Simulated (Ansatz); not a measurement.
Cr₂O₃

Space group R-3; the calculation finds a residual pressure of about 8 GPa at this fixed cell; spin-polarised. Net moment 12.0 μB in the 10-atom cell of the calculation; other magnetic orders weren't tried. Effective Hubbard U: 3.7 eV on Cr d. Another magnetic order may lie lower. The cell comes from a database of computed structures, not from a measurement.

The calculation's input:

```
crystal:
  lattice:
    - [-2.5287131242, 4.379859609, 0.0]
    - [-5.0574262484, 0.0, 0.0]
    - [-2.5287131242, 1.459953203, 4.6934212267]
  atoms:
    - { symbol: Cr, position: [0.0, 0.0, 0.0], spin: 3.0 }
    - { symbol: Cr, position: [0.6874868, 0.6874868, 0.9375396], spin: 3.0 }
    - { symbol: Cr, position: [0.5, 0.5, 0.5], spin: 3.0 }
    - { symbol: Cr, position: [0.3125132, 0.3125132, 0.0624604], spin: 3.0 }
    - { symbol: O, position: [0.39040467, 0.71495462, 0.78096961] }
    - { symbol: O, position: [0.8863289, 0.60959533, 0.21903039] }
    - { symbol: O, position: [0.28504538, 0.8863289, 0.21903039] }
    - { symbol: O, position: [0.71495462, 0.1136711, 0.78096961] }
    - { symbol: O, position: [0.1136711, 0.39040467, 0.78096961] }
    - { symbol: O, position: [0.60959533, 0.28504538, 0.21903039] }
magnetization:
  spin_polarized: true
basis:
  ecutwfc: 420
  fft_grid_basis: typed
kpoints:
  mp_grid: { grid: [6, 6, 6] }
hamiltonian:
  xc: pbe
  hubbard: { sites: [{ species: Cr, l: d, u_eff: 3.7 }] }
  pseudopotentials: { kind: paw }
scf:
  occupations: { method: gaussian, width: 0.05 }
output:
  forces: true
  stress: true
  eigenvalues: true
  bader: true
  write_density: true
  volumetric_format: npy
  populations: true
  elf: true
```

Launched as:

```sh
ansatz run input.yaml --threads 2 --pin off --max-ram 4096MiB --backend cpu --events-out ev --progress --plain --runs-dir out
```

The picture shows the conventional cell (a = 5.06 Å, b = 5.06 Å, c = 14.08 Å, α = 90.00°, β = 90.00°, γ = 120.00°).

All numbers below come from DFT PBE+U, scalar-relativistic, plane waves, PAW in Ansatz 0.2.0.

> What will a map of ρ − Σ ρ(atoms) show?

Cr–O (1.97 Å): Δρ is +0.04 e/Å³ at the midpoint (close to a masked core, so read it with care).
- Cr–Cr (2.64 Å): Δρ is −0.02 e/Å³ at the midpoint.
- Over the whole cell, outside the masked cores, the largest gain lies at the edge of the masked core of O, and the largest loss lies at the edge of the masked core of Cr.
- In all about 0.30 e an atom is rearranged against the free atoms.
- Bader charges: Cr +1.77 to +1.84 and O −1.20 e.

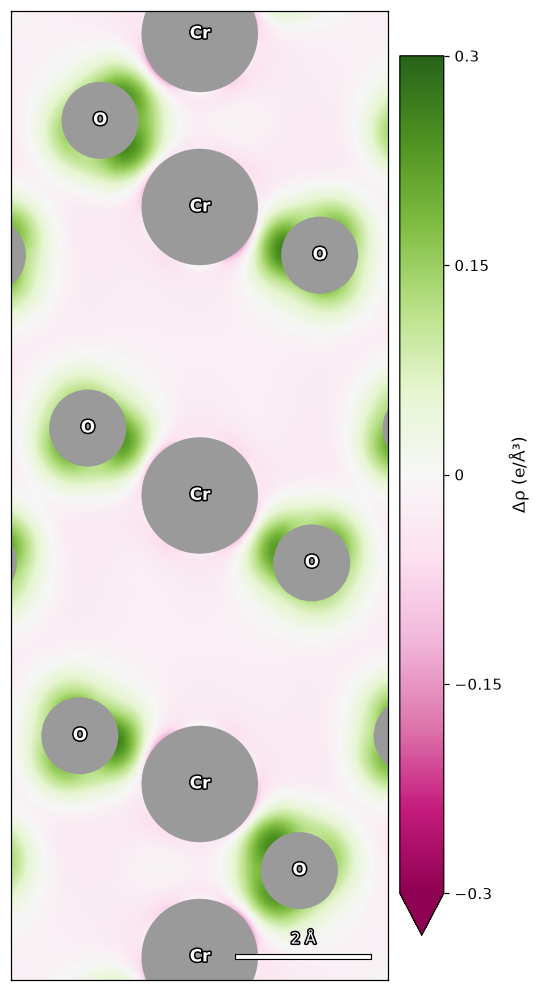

Computed deformation density: a map on the (100) plane of the conventional cell, with grey discs over the atomic cores.

Cores are masked to 0.9 Å (Cr) and 0.6 Å (O).

Core electrons are frozen (PAW), so the fields are smoothed inside the atomic spheres.

The SCF state may not be the lowest one: other magnetic or orbital orders weren't excluded.
